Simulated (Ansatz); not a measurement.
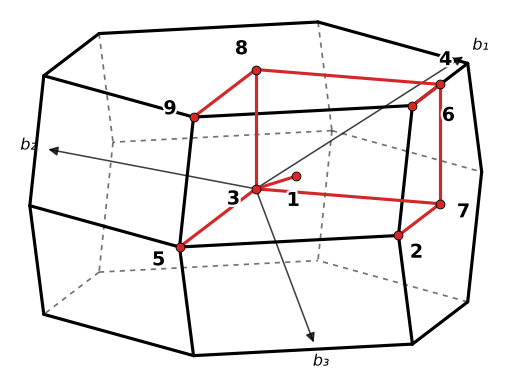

The first Brillouin zone of a face-centred orthorhombic lattice (oF; extended symbol oF1) is drawn with its special points numbered. Crystal: C, a calculation's input that goes back to an entry of the Crystallography Open Database (an earlier step may have relaxed or displaced it). All values are computed from the atomic coordinates in the standard setting (tolerance 0.002 Å).

a = 2.456 Å, b = 4.254 Å, c = 6.696 Å, α = 90.00°, β = 90.00°, γ = 90.00°.

Labels and path follow the convention of Hinuma et al. (2017), as computed by seekpath; the arrows show the directions of the reciprocal primitive vectors b₁, b₂, b₃, in which coordinates are given.

> Which special point is each number?

| no. | label | coordinates |
| --- | --- | --- |
| 1 | L | (1/2, 1/2, 1/2) |
| 2 | C₀ | (1/2, 0.200, 0.700) |
| 3 | Γ | (0, 0, 0) |
| 4 | T | (1, 1/2, 1/2) |
| 5 | Σ₀ | (0, 0.367, 0.367) |
| 6 | U₀ | (1, 0.633, 0.633) |
| 7 | Y | (1/2, 0, 1/2) |
| 8 | Z | (1/2, 1/2, 0) |
| 9 | A₀ | (1/2, 0.800, 0.300) |
